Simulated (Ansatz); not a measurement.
**Ruthenium, dhcp under m-r²SCAN: ground state and equation of state**

Aim: take ruthenium in the dhcp structure, relax it, solve it on a dense k-mesh, then scale the cell to 7 volumes from 88 to 112 % of the relaxed one and try a fit of the equation of state. The start is ferromagnetic. The k-meshes are 13×13×4 for the relaxation; 18×18×5 for the dense run; 18×18×5 for the volumes.

Computed with Ansatz 0.2.0 (DFT m-r2SCAN, plane waves (500 eV) with PAW, scalar-relativistic; PAW files made under PBE, frozen cores solved again for the functional; m-r²SCAN is r²SCAN on the gauge-invariant kinetic-energy density, unless a step says otherwise).

**1. The starting structure**

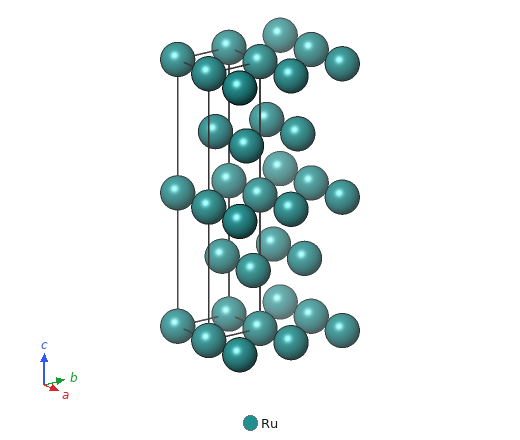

The structure, seen slightly off an axis (ruthenium teal). 2×2×1 cells are drawn. Any atoms on the faces are drawn again on the opposite ones.

As a file:

```cif
data_structure
_symmetry_space_group_name_H-M 'P 1'
_symmetry_Int_Tables_number 1
_cell_length_a 2.6763
_cell_length_b 2.6763
_cell_length_c 8.7408
_cell_angle_alpha 90.000
_cell_angle_beta 90.000
_cell_angle_gamma 120.000
_cell_volume 54.22
loop_
_atom_site_label
_atom_site_type_symbol
_atom_site_fract_x
_atom_site_fract_y
_atom_site_fract_z
_atom_site_occupancy
Ru1 Ru 0.00000 0.00000 0.00000 1
Ru2 Ru 0.00000 0.00000 0.50000 1
Ru3 Ru 0.33333 0.66667 0.25000 1
Ru4 Ru 0.66667 0.33333 0.75000 1
```

Starting moments (μB): +1 ×4.

**2. Geometry optimisation**

input.yaml reads:

```yaml
crystal:
  lattice:
    - [2.6763033576, 0.0, 0.0]
    - [-1.3381516788, 2.317746696, 0.0]
    - [0.0, 0.0, 8.7408067661]
  atoms:
    - { symbol: Ru, position: [0.0, 0.0, 0.0], spin: 1.0 }
    - { symbol: Ru, position: [0.0, 0.0, 0.5], spin: 1.0 }
    - { symbol: Ru, position: [0.3333333333, 0.6666666667, 0.25], spin: 1.0 }
    - { symbol: Ru, position: [0.6666666667, 0.3333333333, 0.75], spin: 1.0 }
hamiltonian:
  xc: mr2scan
  pseudopotentials:
    kind: paw
    azcp:
      Ru: "pseudopotentials/Ru.paw.azcp"
basis:
  ecutwfc: 500
  fft_grid_basis: typed
kpoints:
  mp_grid: { grid: [13, 13, 4], shift: [0, 0, 0] }
magnetization:
  spin_polarized: true
scf:
  occupations: { method: fermi_dirac, width: 0.05 }
relax:
  max_steps: 60
  f_tol: 0.01
  cell: {}
```

Log:

```text
Warning: RAYON_NUM_THREADS=2 ignored (pool sized by the plan → 2); use --threads N
Engine: ansatz 0.2.0, aarch64-unknown-linux-gnu
Pseudopotentials: kind: paw
Pseudopotential: Ru, paw, valence charge 16, recommended cutoff 500 eV (meta_gga), <dir>
Functional definition: m-r2SCAN
  exchange = m_r2scan_x
  correlation = m_r2scan_c
Crystal: 4 atoms, lattice volume = 54.219 Å³
Basis set: ecut = 500 eV, 1387 PW (Γ), exchange–correlation on 80×80×256 points (64 copies of the dense FFT grid, shifted against one another)
Bands: 41, of which v1, the nominal top of the filled ones, is band 32 counted from 1 (31 counted from 0)
Symmetry: 24 space group operations
Space group: P63/mmc (ITA 194), of the structure as read, at distance tolerance 3.8e-5 Å
Magnetic group: BNS 194.263 (UNI 1493), of the structure as read, at distance tolerance 3.8e-5 Å
k-points: 63 of 676
Non-local potential: Ru, projectors of the file, l = 0: 3, l = 1: 2, l = 2: 2, l = 3: 1
PAW form: soft (Blöchl's): semilocal exchange-correlation on the pseudo side does not see the compensation charge
PAW frozen core: Ru, regenerated for the run's functional (the file was generated under x = pbe(κ = 0.804, μ = 0.2195149727645171), c = pbe(β = 0.06672455060314922))
PAW one-centre angular grid: Ru, 590 points (default); XC on 160 Gauss nodes
Initial density: superposition of atomic densities (chi_scale 0.1, normalization cell)
Starting moments: Σ|m| = 4 μB on 4 of 4 sites
Initial wavefunctions: pseudopotential atomic-orbital guess
Functional: x = mr2scan, c = mr2scan; τ floored in thin density (d = 2e-4 eV/Å³)
SCF iter   1: F=—  HF=-23565.356498 eV  |F-HF|=—  |Δ(HF+E_count)|=         —  Δρ=7.55e-2 (↑7.55e-2 ↓4.43e-2)  dr2=6.80e0  dr2_τ=8.50e-2  dr2_m=3.08e-1  M=2.093 μB ∫|m|=2.093 μB  β_m=0.63  ethr=3.10e-3  ⟨swp⟩=6.1  Hψ=17917  notcnv=0
Mixer restart at iter 1: flushing history
preconditioner: auto → Kerker (q_TF=auto, 2.805 Å⁻¹)  [metal: Δε(μ)=0.006 eV  Ē_g=7.427 eV  σ=0.050 eV  W_gap=0.03  n_scr=24 (ndim 8)  ℏωp=28.5 eV  f_vac=0.000  D(μ)=3.28/eV (n_scr^D=38)]
spin=Collinear: Kerker preconditioning applied to the charge; magnetization (m = ρ↑ − ρ↓) channel mixes plain (no charge-response kernel on spin).
SCF iter   2: F=—  HF=-23562.764714 eV  |F-HF|=—  |Δ(HF+E_count)|=    2.59e0  Δρ=4.52e-2 (↑4.52e-2 ↓3.13e-2)  dr2=2.90e0  dr2_τ=2.78e-2  dr2_m=6.74e-2  M=1.850 μB ∫|m|=1.851 μB  β_m=0.62  ethr=3.10e-3  ⟨swp⟩=2.7  Hψ=9498  notcnv=0  defer=150  κ⁻¹=1.0e0(r=1)
SCF iter   3: F=—  HF=-23562.148306 eV  |F-HF|=—  |Δ(HF+E_count)|=   6.16e-1  Δρ=1.18e-2 (↑1.18e-2 ↓1.09e-2)  dr2=1.84e-1  dr2_τ=2.87e-3  dr2_m=3.48e-3  M=1.268 μB ∫|m|=1.277 μB  β_m=1.00  ethr=3.10e-3  ⟨swp⟩=2.3  Hψ=9089  notcnv=0  defer=150  κ⁻¹=4.7e-2(r=2)
SCF iter   4: F=—  HF=-23562.744865 eV  |F-HF|=—  |Δ(HF+E_count)|=         —  Δρ=2.53e-2 (↑2.39e-2 ↓2.53e-2)  dr2=3.54e-2  dr2_τ=3.23e-2  dr2_m=2.77e-1  M=-0.296 μB ∫|m|=0.296 μB  β_m=1.00  ethr=2.88e-4  ⟨swp⟩=2.2  Hψ=8734  notcnv=0  defer=146
Mixer restart at iter 4: flushing history
SCF iter   5: F=—  HF=-23562.445119 eV  |F-HF|=—  |Δ(HF+E_count)|=   3.00e-1  Δρ=4.23e-3 (↑4.14e-3 ↓4.23e-3)  dr2=3.29e-3  dr2_τ=9.21e-4  dr2_m=7.21e-3  M=-0.052 μB ∫|m|=0.052 μB  β_m=0.36  ethr=7.81e-5  ⟨swp⟩=2.1  Hψ=9256  notcnv=0  defer=137
SCF iter   6: F=—  HF=-23562.445352 eV  |F-HF|=—  |Δ(HF+E_count)|=   2.33e-4  Δρ=2.97e-3 (↑2.76e-3 ↓2.97e-3)  dr2=2.18e-3  dr2_τ=6.36e-5  dr2_m=3.15e-3  M=-0.048 μB ∫|m|=0.048 μB  β_m=0.58  ethr=5.14e-6  ⟨swp⟩=1.1  Hψ=5266  notcnv=0  defer=136  κ⁻¹=1.0e0(r=1)
SCF iter   7: F=—  HF=-23562.446738 eV  |F-HF|=—  |Δ(HF+E_count)|=   1.39e-3  Δρ=1.34e-3 (↑1.06e-3 ↓1.34e-3)  dr2=7.80e-4  dr2_τ=3.61e-5  dr2_m=4.40e-4  M=0.001 μB ∫|m|=0.005 μB  β_m=1.00  ethr=3.41e-6  ⟨swp⟩=1.8  Hψ=6412  notcnv=0  defer=136  κ⁻¹=1.5e-1(r=2)
SCF iter   8: F=—  HF=-23562.446957 eV  |F-HF|=—  |Δ(HF+E_count)|=   2.19e-4  Δρ=4.76e-4 (↑4.76e-4 ↓3.00e-4)  dr2=2.13e-4  dr2_τ=3.88e-6  dr2_m=2.15e-5  M=0.020 μB ∫|m|=0.020 μB  β_m=0.45  ethr=1.22e-6  ⟨swp⟩=2.4  Hψ=8623  notcnv=0  defer=135  κ⁻¹=7.3e-3(r=3)
SCF iter   9: F=—  HF=-23562.447115 eV  |F-HF|=—  |Δ(HF+E_count)|=   1.57e-4  Δρ=2.92e-4 (↑2.92e-4 ↓1.95e-4)  dr2=3.45e-5  dr2_τ=6.96e-7  dr2_m=1.98e-5  M=0.006 μB ∫|m|=0.010 μB  β_m=0.42  ethr=3.33e-7  ⟨swp⟩=2.0  Hψ=7271  notcnv=0  defer=134  κ⁻¹=9.0e-4(r=4)
SCF iter  10: F=—  HF=-23562.447171 eV  |F-HF|=—  |Δ(HF+E_count)|=   5.67e-5  Δρ=1.98e-4 (↑1.98e-4 ↓1.55e-4)  dr2=8.35e-6  dr2_τ=3.19e-7  dr2_m=1.28e-5  M=-0.000 μB ∫|m|=0.006 μB  β_m=1.00  ethr=5.40e-8  ⟨swp⟩=2.3  Hψ=7897  notcnv=0  defer=130  κ⁻¹=5.3e-4(r=5)
SCF iter  11: F=—  HF=-23562.447184 eV  |F-HF|=—  |Δ(HF+E_count)|=   1.28e-5  Δρ=7.65e-5 (↑7.65e-5 ↓6.22e-5)  dr2=2.33e-6  dr2_τ=2.12e-7  dr2_m=1.66e-6  M=-0.003 μB ∫|m|=0.004 μB  β_m=1.00  ethr=1.31e-8  ⟨swp⟩=2.0  Hψ=9124  notcnv=0  defer=130  κ⁻¹=2.5e-4(r=6)
SCF iter  12: F=—  HF=-23562.447180 eV  |F-HF|=—  |Δ(HF+E_count)|=   3.90e-6  Δρ=4.24e-5 (↑3.67e-5 ↓4.24e-5)  dr2=5.14e-7  dr2_τ=7.13e-8  dr2_m=5.54e-7  M=-0.002 μB ∫|m|=0.006 μB  β_m=1.00  ethr=3.64e-9  ⟨swp⟩=2.2  Hψ=8165  notcnv=0  defer=130  κ⁻¹=6.5e-5(r=7)
SCF iter  13: F=—  HF=-23562.447181 eV  |F-HF|=—  |Δ(HF+E_count)|=   7.86e-7  Δρ=3.51e-5 (↑3.13e-5 ↓3.51e-5)  dr2=4.53e-7  dr2_τ=4.66e-8  dr2_m=3.66e-7  M=-0.002 μB ∫|m|=0.004 μB  β_m=0.76  ethr=8.03e-10  ⟨swp⟩=2.2  Hψ=7343  notcnv=0  defer=130  κ⁻¹=3.1e-6(r=8)
SCF iter  14: F=—  HF=-23562.447183 eV  |F-HF|=—  |Δ(HF+E_count)|=   1.61e-6  Δρ=1.64e-5 (↑1.64e-5 ↓1.21e-5)  dr2=1.76e-7  dr2_τ=6.95e-9  dr2_m=4.29e-8  M=-0.000 μB ∫|m|=0.003 μB  β_m=1.00  ethr=7.08e-10  ⟨swp⟩=2.0  Hψ=8889  notcnv=0  defer=130  κ⁻¹=2.7e-6(r=8)
SCF iter  15: F=—  HF=-23562.447181 eV  |F-HF|=—  |Δ(HF+E_count)|=   1.04e-6  Δρ=2.61e-5 (↑2.60e-5 ↓2.61e-5)  dr2=2.87e-9  dr2_τ=3.97e-8  dr2_m=3.35e-7  M=0.002 μB ∫|m|=0.006 μB  β_m=1.00  ethr=2.76e-10  ⟨swp⟩=2.0  Hψ=9205  notcnv=0  defer=130  κ⁻¹=4.8e-6(r=8)
SCF iter  16: F=—  HF=-23562.447182 eV  |F-HF|=—  |Δ(HF+E_count)|=   5.18e-7  Δρ=2.02e-5 (↑1.96e-5 ↓2.02e-5)  dr2=3.11e-9  dr2_τ=2.30e-8  dr2_m=1.95e-7  M=0.001 μB ∫|m|=0.004 μB  β_m=0.30  ethr=4.48e-12  ⟨swp⟩=3.0  Hψ=10626  notcnv=0  defer=130  κ⁻¹=2.4e-6(r=8)
SCF iter  17: F=—  HF=-23562.447183 eV  |F-HF|=—  |Δ(HF+E_count)|=   6.71e-7  Δρ=6.43e-6 (↑6.43e-6 ↓5.30e-6)  dr2=2.46e-9  dr2_τ=2.16e-9  dr2_m=1.62e-8  M=0.000 μB ∫|m|=0.001 μB  β_m=1.00  ethr=4.48e-12  ⟨swp⟩=3.1  Hψ=13512  notcnv=0  defer=130  κ⁻¹=2.8e-6(r=8)
SCF iter  18: F=—  HF=-23562.447183 eV  |F-HF|=—  |Δ(HF+E_count)|=   1.51e-7  Δρ=1.04e-5 (↑1.03e-5 ↓1.04e-5)  dr2=5.63e-10  dr2_τ=6.28e-9  dr2_m=5.30e-8  M=0.001 μB ∫|m|=0.002 μB  β_m=0.49  ethr=3.84e-12  ⟨swp⟩=3.1  Hψ=13193  notcnv=0  defer=130  κ⁻¹=2.7e-6(r=8)
SCF iter  19: F=—  HF=-23562.447183 eV  |F-HF|=—  |Δ(HF+E_count)|=   1.94e-7  Δρ=5.49e-7 (↑4.76e-7 ↓5.49e-7)  dr2=2.69e-10  dr2_τ=6.34e-12  dr2_m=6.13e-11  M=0.000 μB ∫|m|=0.000 μB  β_m=1.00  ethr=1.00e-12  ⟨swp⟩=3.1  Hψ=13502  notcnv=0  defer=130  κ⁻¹=4.8e-6(r=8)
SCF iter  20: F=—  HF=-23562.447183 eV  |F-HF|=—  |Δ(HF+E_count)|=   2.70e-9  Δρ=1.84e-6 (↑1.84e-6 ↓1.56e-6)  dr2=1.04e-10  dr2_τ=1.66e-10  dr2_m=1.41e-9  M=-0.000 μB ∫|m|=0.000 μB  β_m=1.00  ethr=1.00e-12  ⟨swp⟩=1.0  Hψ=12874  notcnv=0  κ⁻¹=2.2e-5(r=8)
SCF iter  21: F=—  HF=-23562.447183 eV  |F-HF|=—  |Δ(HF+E_count)|=   2.55e-9  Δρ=6.14e-7 (↑5.42e-7 ↓6.14e-7)  dr2=2.13e-11  dr2_τ=1.87e-11  dr2_m=1.61e-10  M=-0.000 μB ∫|m|=0.000 μB  β_m=1.00  ethr=1.00e-12  ⟨swp⟩=2.0  Hψ=9750  notcnv=0  κ⁻¹=5.7e-6(r=8)
SCF iter  22: F=—  HF=-23562.447183 eV  |F-HF|=—  |Δ(HF+E_count)|=  1.31e-10  Δρ=4.74e-7 (↑4.53e-7 ↓4.74e-7)  dr2=1.03e-11  dr2_τ=1.18e-11  dr2_m=1.02e-10  M=-0.000 μB ∫|m|=0.000 μB  β_m=1.00  ethr=1.00e-12  ⟨swp⟩=1.0  Hψ=5670  notcnv=0  κ⁻¹=2.4e-6(r=8)
SCF iter  23: F=-23562.447183 eV  HF=-23562.447183 eV  |F-HF|=1.46e-11  |Δ(HF+E_count)|=  1.75e-10  Δρ=2.53e-7 (↑2.53e-7 ↓2.26e-7)  dr2=2.09e-11  dr2_τ=3.02e-12  dr2_m=2.46e-11  M=-0.000 μB ∫|m|=0.000 μB  ethr=1.00e-12  ⟨swp⟩=2.0  Hψ=7565  notcnv=0
WARN: the starting moments were not kept: the SCF closed with an absolute magnetisation of 1.0e-5 μB, where they sum to 4 μB in size (4 sites). That is at most 0.1 of that sum. Measured as dr2_m measures the in/out step, that magnetisation stands 2.0e-11 eV from none, at or under the dr2_threshold of 1.0e-7 eV: it is no larger than a step whose dr2_m would equal this threshold. The system may hold no moment; this SCF shows only that its start led to no more than that. To try another start: raise the starting moments (crystal.atoms[].spin, magnetization.per_species, magnetization.initial_magnetization, or on a non-collinear deck that types none of these the spinor_matrix: blocks that start its atoms; where the total moment is fixed, keep their sum and leave initial_magnetization as it is; typed ones take the place of any that the run laid by itself, positive ones on a crystal's lanthanoids without a Hubbard term where scf.initial_density.shell_occupations: [] is typed) or, if the notice of its spin-set hold's release reads "site moments contracting" or "site moments show no strong build", lengthen the hold (scf.mixing.spin_hold: { on: { confirm: 4 } }; for m-r²SCAN on two components see the key's manual first). Each may lead to a state that holds a moment. A second SCF, from the converged charge density, with the starting moments and any scf.initial_density.shell_occupations laid on it anew, would have followed, and was not run: the deck does not ask for one (magnetization.retry_lost_moments is false, the default). To let it run, set magnetization.retry_lost_moments: true and run the deck again, where that key's refused combinations let it; where memory then withholds it, that run's warning says so.
SCF 1 converged in 23 iterations: F = -23562.447183 eV  dr2 = 2.09e-11
relax step   1: F+E_penalty+E_count = -23562.44718273 eV  Δ(F+E_penalty+E_count) = +0.000e0 eV  max|allowed force component| = 3.123e-17 eV/Å  Δτ_max = 0.0000 Å  P = -0.254 GPa  Ω = 54.219 Å³  (23 SCF iters, dr2 threshold 1.00e-7 eV, accepted)
[... 20 lines left out ...]
relax step   2: F+E_penalty+E_count = -23562.45427139 eV  Δ(F+E_penalty+E_count) = -7.089e-3 eV  max|allowed force component| = 1.706e-17 eV/Å  Δτ_max = 0.0000 Å  P = +0.597 GPa  Ω = 54.112 Å³  energy of the carried Pulay correction = +7.144e-5 eV  (11 SCF iters, dr2 threshold 4.00e-7 eV, accepted)
[... 16 lines left out ...]
relax step   3: F+E_penalty+E_count = -23562.46411533 eV  Δ(F+E_penalty+E_count) = -9.844e-3 eV  max|allowed force component| = 6.361e-18 eV/Å  Δτ_max = 0.0000 Å  P = -0.190 GPa  Ω = 54.211 Å³  energy of the carried Pulay correction = +7.241e-6 eV  (11 SCF iters, dr2 threshold 4.00e-7 eV, accepted)
[... 19 lines left out ...]
relax step   4: F+E_penalty+E_count = -23562.46415604 eV  Δ(F+E_penalty+E_count) = -4.071e-5 eV  max|allowed force component| = 5.890e-29 eV/Å  Δτ_max = 0.0000 Å  P = +0.028 GPa  Ω = 54.176 Å³  energy of the carried Pulay correction = +2.968e-5 eV  (14 SCF iters, dr2 threshold 1.01e-7 eV, accepted)
[... 20 lines left out ...]
relax step   5: F+E_penalty+E_count = -23562.46414994 eV  Δ(F+E_penalty+E_count) = +6.099e-6 eV  max|allowed force component| = 4.626e-18 eV/Å  Δτ_max = 0.0000 Å  P = +0.027 GPa  Ω = 54.176 Å³  stress off target by 3.60e-2 GPa  SCF on the basis re-selected at this cell (its energy is not comparable with the rows above)  (15 SCF iters)
basis re-selected at this cell: Δ(F+E_penalty+E_count) = +6.099e-6 eV, ΔP = -0.000 GPa vs the last step (what re-selecting the basis moved, of the pressure what is left beyond the Pulay correction that the steps carried, after the strain that the cell walked since its last selection, with what the two solves' SCF thresholds leave and, on support functions, any second-order correction that the steps lacked; it is no measure of the basis error at this ecutwfc). This SCF's stress stands 3.60e-2 GPa from its target on what of the cell is left free (relax.cell.stress_tol is 5.00e-2 GPa) and its largest allowed force component is 4.63e-18 eV/Å (relax.f_tol is 1.00e-2 eV/Å): within both
SCF converged after 15 iterations
Stability not checked: this state was not tested for a lower state beside it, because the mixer in use, unlike msr1, does not test its closes by its own steps (another_mixer; see scf.mixing.algorithm and scf.lower_state_search)
Magnetization: 0.0000 μB (32.0000 up, 32.0000 down)
Absolute magnetization: 0.0000 μB (∫|ρ↑−ρ↓|, with the PAW one-centre terms)
Spin contamination: 0.0000 ħ² per cell (⟨S²⟩ above its minimum at these occupations)
Per-site moments (μB) at R_I (Å): [(3.002748225463259e-9, 1.0972753124987398), (3.002748231040122e-9, 1.0972753124987398), (2.7942982061542072e-9, 1.0972753124987398), (2.794298184856243e-9, 1.0972753124987398)]
Free energy (F): -23562.464150 eV
Harris-Foulkes:  -23562.464150 eV  (|F-HF|=2.18e-11)
Internal energy: -23562.423907 eV  (E = F + TS)
E sigma→0 (E₀):  -23562.444028 eV
Entropy (-TS):   -0.040243 eV (-10.061 meV/atom)
Fermi energy:    23.448743 eV
--- Per-component energies (eV) ---
  E_band       = -270.590873
  E_kinetic    = 2057.453939
  E_local      = -5016.653160  (includes V_loc(G=0)·N_el)
  E_nonlocal   = 1372.020430
  E_hartree    = 1611.547317
  E_xc         = -737.055278
  E_vxc        = -1067.835613  (∫ρ·V_xc dr)
  E_paw        = -13915.756496  (= ΣΔE_a)
  E_vpaw       = -913.837783  (= ΣTr[D̂ρ^β])
  E_aug_tail   = 0.000414  (compensation charges beyond the density's cutoff)
  E_vtau       = 75.166267  (kinetic-family band-sum trace: ∫τ·v_τ [+ j·A + Jᵃ·Aᵃ] dr)
  E_ewald      = -8932.737251
  E_core_change = -1.243822  (= ΣΔE_core)
  E_smearing   = -0.040243  (= −TS)
  E_closure    = 0.000000  (closes the sum)
  Σ components = -23562.464150   (vs F -23562.464150, Δ=0.00e0)
--- Forces (eV/Å), atoms counted from 1 ---
  atom   1  Ru     0.00000000     0.00000000     0.00000000
  atom   2  Ru     0.00000000     0.00000000     0.00000000
  atom   3  Ru    -0.00000000     0.00000000     0.00000000
  atom   4  Ru     0.00000000     0.00000000     0.00000000
  max |Σ_I F_I| component: 4.63e-18 eV/Å
--- Stress (GPa, compression-positive) ---
        0.036042       0.000000       0.000000
        0.000000       0.036042       0.000000
        0.000000       0.000000       0.009780
  P = ⅓ Tr σ = 0.0273 GPa (0.273 kbar)
--- Relaxed structure (4 steps of the walk, 4 accepted, 1 SCFs on fresh bases) ---
  F+E_penalty+E_count = -23562.46414994 eV   max|allowed force component| = 4.626e-18 eV/Å   (the final SCF, on the basis selected at the relaxed cell)
  cell:  # Å, volume = 54.1756 Å³
    - [2.691398493745231, 0.0, 0.0]
    - [-1.3456992468726154, 2.3308194672905436, 0.0]
    - [0.0, 0.0, 8.636095884213729]
  atoms:
    - { symbol: Ru, position: [-6.010348982741304e-34, -4.5096309793392486e-34, -1.1131648180283121e-35] }
    - { symbol: Ru, position: [-6.035017122313397e-34, -4.751991185522549e-34, 0.4999999999999999] }
    - { symbol: Ru, position: [0.33333333333333326, 0.6666666666666666, 0.24999999999999994] }
    - { symbol: Ru, position: [0.6666666666666667, 0.33333333333333326, 0.7499999999999999] }
```

Run time: 2.1 min. Hardware: 2 threads of an Arm CPU, shared host; peak memory 0.61 GiB.

The walk, from the log:

| step | energy change (meV/atom) | largest force (eV/Å) | pressure (GPa) | volume (Å³/atom) |
| --- | --- | --- | --- | --- |
| 1 | 0.00 | 0.0000 | -0.25 | 13.555 |
| 2 | -1.77 | 0.0000 | 0.60 | 13.528 |
| 3 | -4.23 | 0.0000 | -0.19 | 13.553 |
| 4 | -4.24 | 0.0000 | 0.03 | 13.544 |
| 5 | -4.24 | 0.0000 | 0.03 | 13.544 |

Steps that repeat a cell are solved on a basis chosen anew, so their changes of energy are no gain of the relaxation.

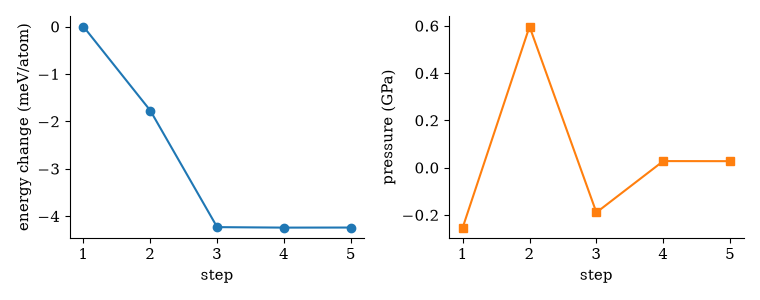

Energy and pressure over the accepted steps.

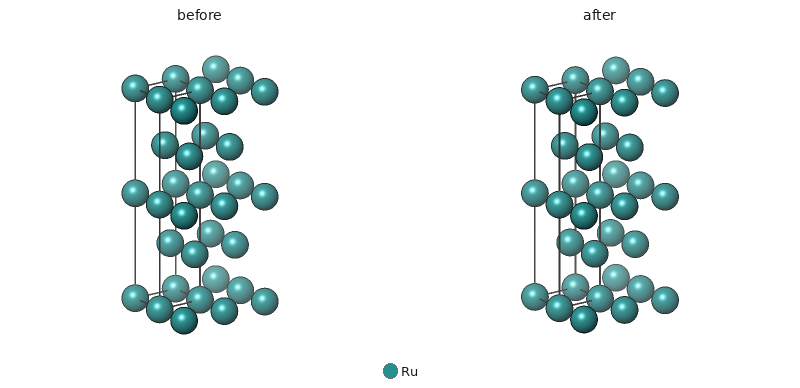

The structure before (left) and after (right), drawn at the same scale. The cells drawn are those of the first picture.

The cell of the run, before and after:

|  | before | after | change |
| --- | --- | --- | --- |
| a (Å) | 2.676 | 2.691 | +0.6 % |
| b (Å) | 2.676 | 2.691 | +0.6 % |
| c (Å) | 8.741 | 8.636 | -1.2 % |
| volume (Å³/atom) | 13.555 | 13.544 | -0.1 % |
| shortest distance (Å) | 2.676 | 2.660 | -0.6 % |
| space group (spins left aside) | P6_3/mmc | P6_3/mmc | same |

**3. Single point on a dense mesh**

input.yaml reads:

```yaml
crystal:
  lattice:
    - [2.6913984937, 0.0, 0.0]
    - [-1.3456992469, 2.3308194673, 0.0]
    - [0.0, 0.0, 8.6360958842]
  atoms:
    - { symbol: Ru, position: [1.0, 1.0, 1.0], spin: 1.0 }
    - { symbol: Ru, position: [1.0, 1.0, 0.5], spin: 1.0 }
    - { symbol: Ru, position: [0.3333333333, 0.6666666667, 0.25], spin: 1.0 }
    - { symbol: Ru, position: [0.6666666667, 0.3333333333, 0.75], spin: 1.0 }
hamiltonian:
  xc: mr2scan
  pseudopotentials:
    kind: paw
    azcp:
      Ru: "pseudopotentials/Ru.paw.azcp"
basis:
  ecutwfc: 500
  fft_grid_basis: typed
kpoints:
  mp_grid: { grid: [18, 18, 5], shift: [0, 0, 0] }
magnetization:
  spin_polarized: true
scf:
  occupations: { method: fermi_dirac, width: 0.05 }
```

Log, shortened:

```text
Warning: RAYON_NUM_THREADS=2 ignored (pool sized by the plan → 2); use --threads N
[...]
[... 3 set-up lines as earlier in the session ...]
[...]
Crystal: 4 atoms, lattice volume = 54.176 Å³
Basis set: ecut = 500 eV, 1375 PW (Γ), exchange–correlation on 80×80×256 points (64 copies of the dense FFT grid, shifted against one another)
Bands: 41, of which v1, the nominal top of the filled ones, is band 32 counted from 1 (31 counted from 0)
[... 2 set-up lines as earlier in the session ...]
Magnetic group: BNS 194.263 (UNI 1493), of the structure as read, at distance tolerance 3.8e-5 Å
k-points: 111 of 1620
[...]
Starting moments: Σ|m| = 4 μB on 4 of 4 sites
[...]
WARN: the starting moments were not kept: the SCF closed with an absolute magnetisation of 7.5e-6 μB, where they sum to 4 μB in size (4 sites). That is at most 0.1 of that sum. Measured as dr2_m measures the in/out step, that magnetisation stands 4.4e-12 eV from none, at or under the [...]
this state was not tested for a lower state beside it, because the mixer in use, unlike msr1, does not test its closes by its own steps (another_mixer; see scf.mixing.algorithm and scf.lower_state_search)
SCF converged after 18 iterations
Magnetization: -0.0000 μB (32.0000 up, 32.0000 down)
Absolute magnetization: 0.0000 μB (∫|ρ↑−ρ↓|, with the PAW one-centre terms)
Spin contamination: 0.0000 ħ² per cell (⟨S²⟩ above its minimum at these occupations)
Per-site moments (μB) at R_I (Å): [(-9.423733241744551e-7, 1.097275312495204), (-9.423733241752117e-7, 1.097275312495204), (1.1656581012872548e-6, 1.097275312495204), (1.1656581012928996e-6, 1.097275312495204)]
Free energy (F): -23562.490078 eV
[...]
E sigma→0 (E₀):  -23562.474651 eV
Entropy (-TS):   -0.030854 eV (-7.714 meV/atom)
Fermi energy:    23.414235 eV
[...]
```

It took 48 s on 2 threads of an Arm CPU, shared host; peak memory 0.71 GiB.

[end of part 1 of 2]
